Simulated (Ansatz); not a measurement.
A series of calculations on HC18

### Relaxation

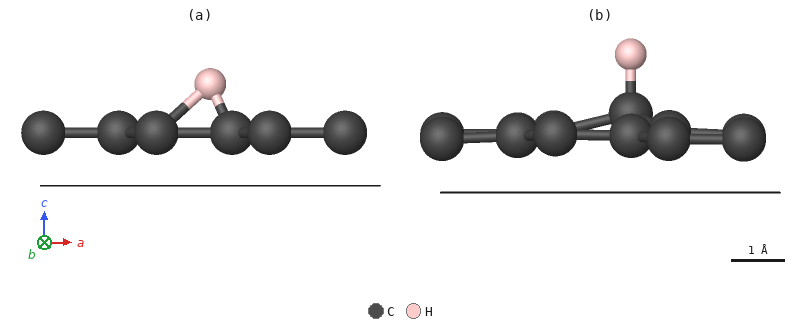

The structure of a slab of composition HC₁₈ before (left) and after (right) a relaxation, at one scale.

Style: ball-and-stick. Shown: the cell of the calculation, outlined in the plane, without the vacuum (origin shifted), along the b axis.

It is H on graphene monolayer, set down by a guess. The run prepares the start of a later molecular dynamics calculation, from a guessed geometry.

Theory: Ansatz 0.2.0, DFT PBE-D3(BJ), scalar-relativistic, plane waves, PAW. (plane-wave cutoff 420 eV; k-point mesh 2 × 2 × 1; occupations fermi dirac; smearing width 0.02 eV; collinear spin; atoms relaxed in a fixed cell; force threshold 0.08 eV/Å; at most 25 steps)

### Summarise the run.

The largest move relative to the layer's centre is that of the H atom, 0.77 Å at 43° to the normal (+c side). Largest moves by element: H 0.77 Å, C 0.36 Å. The cell stays as it was. Some distances before and after: C–H 1.423 → 2.071 Å, C–C 1.424 → 1.496 Å, C–H 1.077 → 1.123 Å, C–C 1.424 → 1.407 Å. Bond angles that change, for instance: C–C–H 67.7° → 103.6°, C–C–H 83.1° → 103.4°, C–C–H 119.9° → 103.5°. The energy falls by 1.198 eV per cell of the calculation in 7 accepted moves (8 points after the start). The largest force component goes from 3.7 to 0.077 eV/Å. The line search rejected the trial step at point 5 of the run. The program noted that the starting moments weren't kept. Cost: 2.1 min on 1 thread of Intel(R) Xeon(R) Platinum 8375C CPU @ 2.90GHz (Ice Lake), on a shared host, peak memory 0.84 GiB.

Limits of the set-up: the program's low-accuracy preset was used; the periodic images lie only 7.4 Å apart, so the values are limited by the cell's size.

### Dynamics

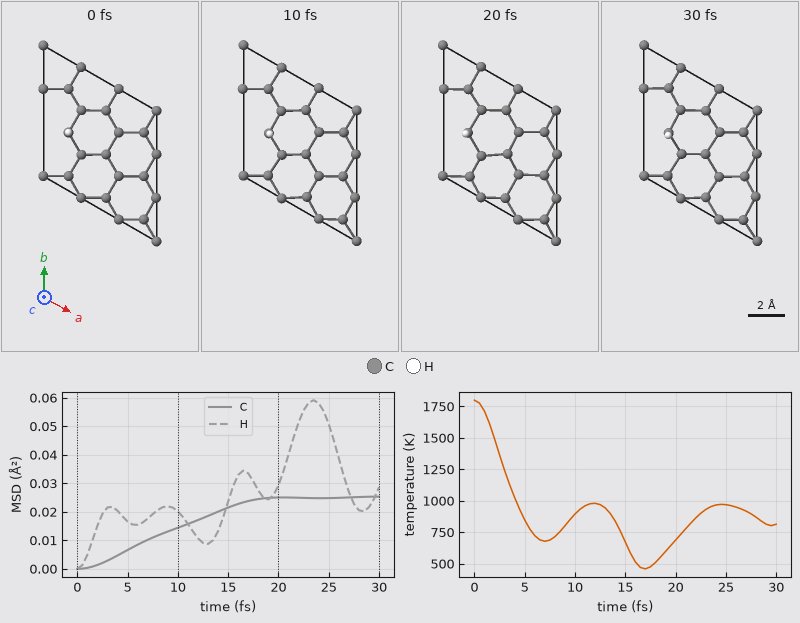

A Born-Oppenheimer molecular dynamics run of H on graphene monolayer (19 atoms in the cell), 30 fs long. Frames and the history of the run. The picture is a ball-and-stick view of the simulation cell, with the vacuum cut short, seen along the c axis. Bonds to atoms that aren't drawn are left out.

Method: DFT PBE-D3(BJ), scalar-relativistic, plane waves, PAW in Ansatz 0.2.0. Run with plane-wave cutoff 420 eV; k-point mesh 2 × 2 × 1; Fermi-Dirac smearing 0.02 eV; spin collinear; low-accuracy preset; constant energy (NVE); velocities drawn for 1800 K; time step 0.5 fs.

Input file:
```yaml
accuracy: low
crystal:
  lattice:
    - [7.398, 0.0, 0.0]
    - [-3.699, 6.406856, 0.0]
    - [0.0, 0.0, 11.0]
  atoms:
    - { symbol: C, position: [-0.00344165, 0.00087576, 0.08830454], spin: 0.08 }
    - { symbol: C, position: [0.22000137, 0.11272698, 0.08574465] }
    - { symbol: C, position: [-0.00810446, 0.33197492, 0.09144972], spin: 0.09 }
    - { symbol: C, position: [0.21882742, 0.44547552, 0.12332063] }
    - { symbol: C, position: [-0.00342127, 0.6677641, 0.0883401], spin: 0.08 }
    - { symbol: C, position: [0.22001582, 0.77939614, 0.08563684] }
    - { symbol: C, position: [0.33054165, 0.0013334, 0.08049039] }
    - { symbol: C, position: [0.55219852, 0.11215479, 0.0792862] }
    - { symbol: C, position: [0.33234852, 0.33202671, 0.09190991], spin: 0.09 }
    - { symbol: C, position: [0.55162702, 0.44435428, 0.08571059] }
    - { symbol: C, position: [0.33238077, 0.67245501, 0.09164603], spin: 0.09 }
    - { symbol: C, position: [0.55164304, 0.77939192, 0.08553184] }
    - { symbol: C, position: [0.66301616, 0.00131701, 0.08031306] }
    - { symbol: C, position: [0.88494536, 0.11270106, 0.0854459] }
    - { symbol: C, position: [0.66301445, 0.33381246, 0.08042475] }
    - { symbol: C, position: [0.88495329, 0.44432803, 0.08552832] }
    - { symbol: C, position: [0.66349876, 0.66780291, 0.08830863], spin: 0.08 }
    - { symbol: C, position: [0.88554199, 0.77881155, 0.08806393] }
    - { symbol: H, position: [0.21889594, 0.44580284, 0.22545328] }
magnetization:
  spin_polarized: true
basis:
  ecutwfc: 420.0
kpoints:
  mp_grid: { grid: [2, 2, 1] }
hamiltonian:
  xc: pbe
  dispersion: d3bj
scf:
  occupations: { method: fermi_dirac, width: 0.02 }
  lower_state_search: "off"
md:
  timestep: 0.5
  n_steps: 60
  ensemble: nve
  temperature: 1800.0
  initial_velocities: maxwell_boltzmann
  seed: 135869
```

Command:
```bash
ansatz run input.yaml --threads 1 --pin off --max-ram 3072MiB --backend cpu --events-out ev --progress --plain --runs-dir out
```

**What happens in this trajectory?**

The mean temperature in the second half is 770 K (standard deviation 172 K). The first frame carries almost no forces, so kinetic energy first flows into potential energy: the temperature drops from 1800 to 679 K within 7 fs, and without a thermostat its mean stays below the start. The potential energy is still drifting at the end, so the run hasn't reached equilibrium. The potential energy in the second half lies on average 126 meV per atom above the first frame. Root-mean-square distances from the starting positions over the second half, with the common drift of all atoms taken out: H 0.19 Å, C 0.16 Å. The run lasts only 30 fs, too short to tell vibration from diffusion.

Limits of the set-up: the program's low-accuracy preset was used; the periodic images lie only 7.4 Å apart, so the values are limited by the cell's size.

Cost: 18 min on 1 thread of Intel(R) Xeon(R) Platinum 8375C CPU @ 2.90GHz (Ice Lake), on a shared host, peak memory 0.87 GiB.

### Dynamics

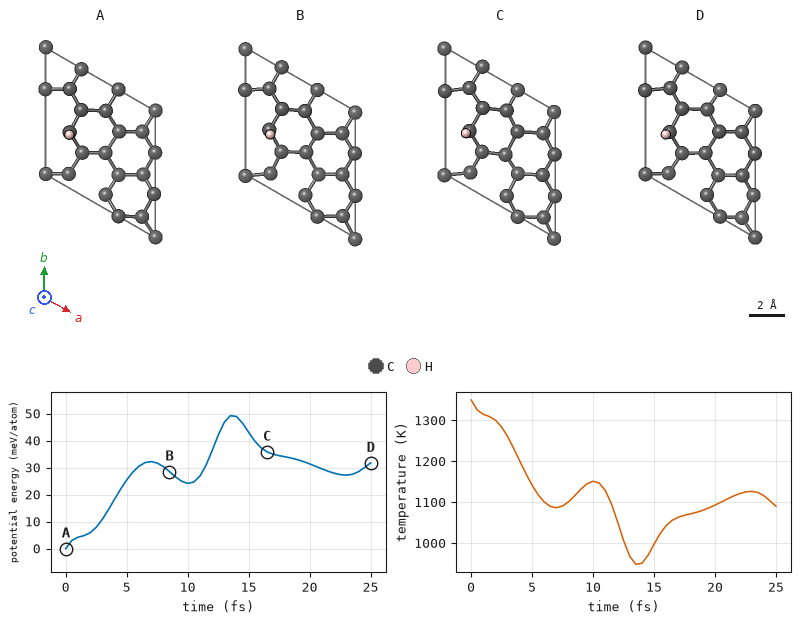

A Born-Oppenheimer molecular dynamics run of H on graphene monolayer (19 atoms in the cell), 25 fs long. It starts from the last geometry of an earlier run, with fresh velocities. Frames (A at 0 fs, B at 8.5 fs, C at 16.5 fs, D at 25 fs) and the history of the run. A ball-and-stick model of the simulation cell, with the vacuum cut short, seen along the c axis. Bonds to atoms that aren't drawn are left out.

Theory: Ansatz 0.2.0, DFT PBE-D3(BJ), scalar-relativistic, plane waves, PAW. Run with plane-wave cutoff 420 eV; k-point mesh 2 × 2 × 1; Fermi-Dirac smearing 0.02 eV; spin collinear; low-accuracy preset; constant energy (NVE); velocities drawn for 1350 K; time step 0.5 fs.

Input
```yaml
accuracy: low
crystal:
  lattice:
    - [7.398, 0.0, 0.0]
    - [-3.699, 6.406856, 0.0]
    - [0.0, 0.0, 11.0]
  atoms:
    - { symbol: C, position: [0.00353917, 0.00501676, 0.06786591] }
    - { symbol: C, position: [0.21208501, 0.10969177, 0.07715382] }
    - { symbol: C, position: [-0.01070279, 0.33875573, 0.09358448] }
    - { symbol: C, position: [0.2203496, 0.44174071, 0.13427977] }
    - { symbol: C, position: [-0.00058, 0.67131159, 0.08146002] }
    - { symbol: C, position: [0.22210432, 0.78521609, 0.10648701] }
    - { symbol: C, position: [0.32764521, -0.00638059, 0.08783945] }
    - { symbol: C, position: [0.54903742, 0.11357834, 0.07072331] }
    - { symbol: C, position: [0.33477952, 0.33811623, 0.08361409] }
    - { symbol: C, position: [0.54637585, 0.44256678, 0.08184798] }
    - { symbol: C, position: [0.32597837, 0.67076611, 0.11886519] }
    - { symbol: C, position: [0.55027418, 0.77663625, 0.10730815] }
    - { symbol: C, position: [0.66563338, 0.00218672, 0.09778893] }
    - { symbol: C, position: [0.88034035, 0.10541764, 0.07908659] }
    - { symbol: C, position: [0.66641472, 0.32911678, 0.06750824] }
    - { symbol: C, position: [0.89170868, 0.4450284, 0.06919413] }
    - { symbol: C, position: [0.67189094, 0.67377322, 0.08678279] }
    - { symbol: C, position: [0.88286171, 0.77825015, 0.07411927] }
    - { symbol: H, position: [0.21712203, 0.42094516, 0.22482056], spin: 1.0 }
magnetization:
  spin_polarized: true
basis:
  ecutwfc: 420.0
kpoints:
  mp_grid: { grid: [2, 2, 1] }
hamiltonian:
  xc: pbe
  dispersion: d3bj
scf:
  occupations: { method: fermi_dirac, width: 0.02 }
  lower_state_search: "off"
md:
  timestep: 0.5
  n_steps: 50
  ensemble: nve
  temperature: 1350.0
  initial_velocities: maxwell_boltzmann
  seed: 503701
```

Command:
```bash
ansatz run input.yaml --threads 1 --pin off --max-ram 3072MiB --backend cpu --events-out ev --progress --plain --runs-dir out
```

**What do the frames and curves show?**

The mean temperature in the second half is 1063 K (standard deviation 56 K). The potential energy in the second half lies on average 35.1 meV per atom above the first frame. Root-mean-square distances from the starting positions over the second half, with the common drift of all atoms taken out: H 0.26 Å, C 0.18 Å. The run lasts only 25 fs, too short to tell vibration from diffusion. The total energy stays between −0.24 and 0.046 meV per atom of its start. A straight-line fit has a slope that amounts to −0.028 meV per atom over 25 fs (under 0.1 % of the mean kinetic energy), and the ripple about it is 0.5 % of the kinetic energy's fluctuation. With a drift under 2 % and a ripple under 7 %, the integration is accurate.

Limits of the set-up: the program's low-accuracy preset was used; the periodic images lie only 7.4 Å apart, so the values are limited by the cell's size.

Cost: 15 min on 1 thread of Intel(R) Xeon(R) Platinum 8375C CPU @ 2.90GHz (Ice Lake), on a shared host, peak memory 0.88 GiB.
